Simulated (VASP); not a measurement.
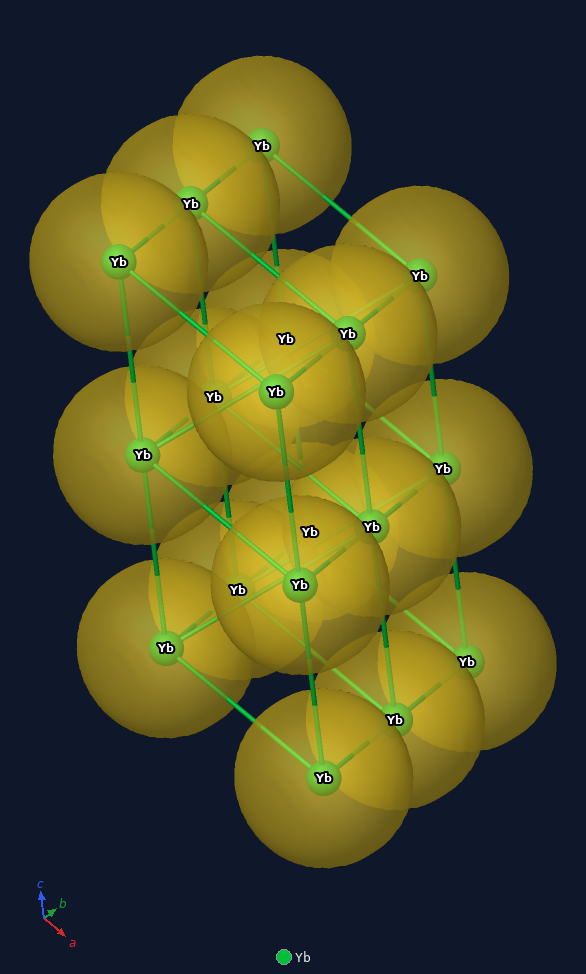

*Yb. Isosurface of the valence pseudo-density at 0.1 e/Å³ (yellow), seen slightly off an axis. Sticks mark near contacts.*

Space group P-1; a structure from a database of computed crystals, not necessarily the ambient phase; changed on purpose from its base cell (cell strained at random at fixed volume); computed pressure about −3 GPa in this cell; spin-polarised.

Level of theory: VASP 6.6.1, Kohn-Sham DFT of a periodic cell, PBE, VASP PAW PBE potentials, recommended.

Core electrons are frozen (PAW), and the valence fields are smoothed inside the atomic spheres.

```yaml
crystal:
  lattice:
    - [-2.10415, -2.14825, 2.07296]
    - [-2.13050, 2.11761, -2.12994]
    - [2.07352, -2.22264, -2.17799]
  atoms:
    - { symbol: Yb, position: [0.00000, 0.00000, 0.00000] }
```

> What does this surface tell about the bonding?

At this value the density breaks into separate islands; it holds about 90 % of the electrons treated as valence. It bridges none of the near contacts. It is pinched off along the shortest Yb–Yb (3.65 Å), Yb–Yb (3.74 Å) and Yb–Yb (3.84 Å) contacts. On the grid the lowest density along these lines, outside the cores, is 0.07 e/Å³ (Yb–Yb, 3.65 Å), 0.07 e/Å³ (Yb–Yb, 3.74 Å) and 0.06 e/Å³ (Yb–Yb, 3.84 Å).
